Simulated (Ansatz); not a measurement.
B3As5

```yaml
crystal:
  lattice:
    - [3.45211, 0.00000, 0.00000]
    - [-1.72606, 2.98962, 0.00000]
    - [0.00000, 0.00000, 12.89686]
  atoms:
    - { symbol: B, position: [0.33333, 0.66667, 0.03958] }
    - { symbol: B, position: [0.66667, 0.33333, 0.25493] }
    - { symbol: B, position: [0.00000, 0.00000, 0.70981] }
    - { symbol: As, position: [0.00000, 0.00000, 0.98870] }
    - { symbol: As, position: [0.33333, 0.66667, 0.20340] }
    - { symbol: As, position: [0.66667, 0.33333, 0.41993] }
    - { symbol: As, position: [0.33333, 0.66667, 0.75362] }
    - { symbol: As, position: [0.00000, 0.00000, 0.53453] }
```

Space group P3m1; a generated structure, not necessarily the stable one.

Level of theory: Ansatz, DFT PBE, scalar-relativistic, plane waves, PAW.

The density is the valence pseudo-density of a PAW calculation; it isn't the true density close to the nuclei.

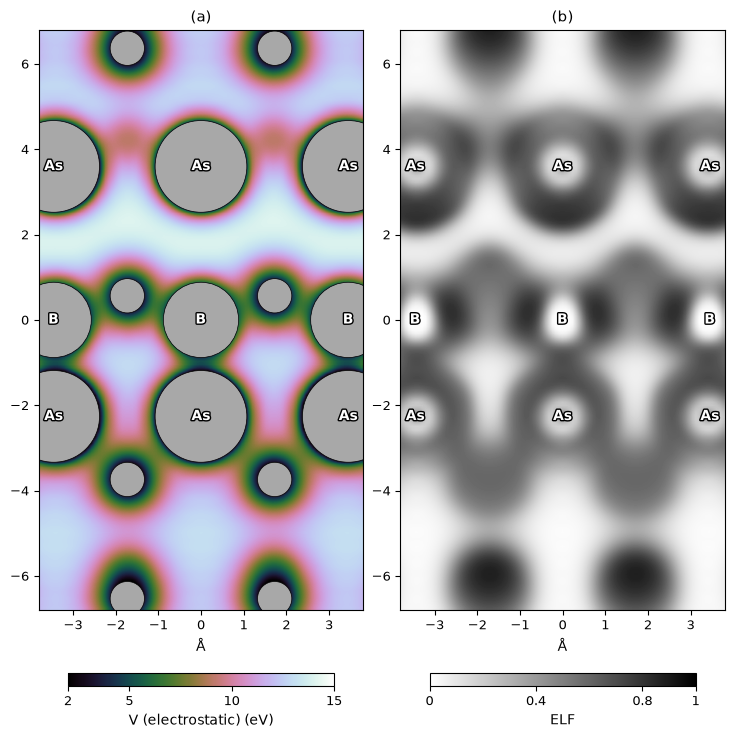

Figure 1. (a) electrostatic potential energy of an electron; (b) electron localisation function on the (010) plane of the conventional cell. Grey discs cover the atomic cores in the potential map.

**What do the fields say about this system?**

Atoms in the plane: B and As. B–As (2.26 Å): the ELF peaks at about 0.70 between the atoms. The ELF also peaks beside As, away from the bonds: lone-pair regions. Outside the cores the potential energy rises away from the atoms and is highest about 2.0 Å from the nearest atoms; its zero is arbitrary.

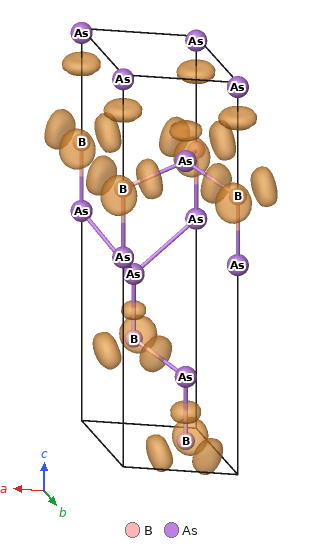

Figure 2. Isosurface of the electron localisation function at 0.75 (orange), seen at an oblique angle. Only the valence region is drawn (cores and ρ < 0.01 e/Å³ removed). Sticks mark near contacts.

**Describe the localisation domains.**

The surface consists of eleven regions between bonded As–B atoms and two lobes on As, pointing away from the bonds (lone pairs), counted in one cell of 8 atoms. Regions shared between cells count once. Profiles from the grid: B–As (2.07 Å): the ELF peaks at about 0.90 between the atoms. As–As (2.48 Å): the ELF peaks at about 0.75 between the atoms.

**Does the calculation make it a metal, or give it a gap?**

It is metallic or semimetallic at this level of theory: no gap opens.
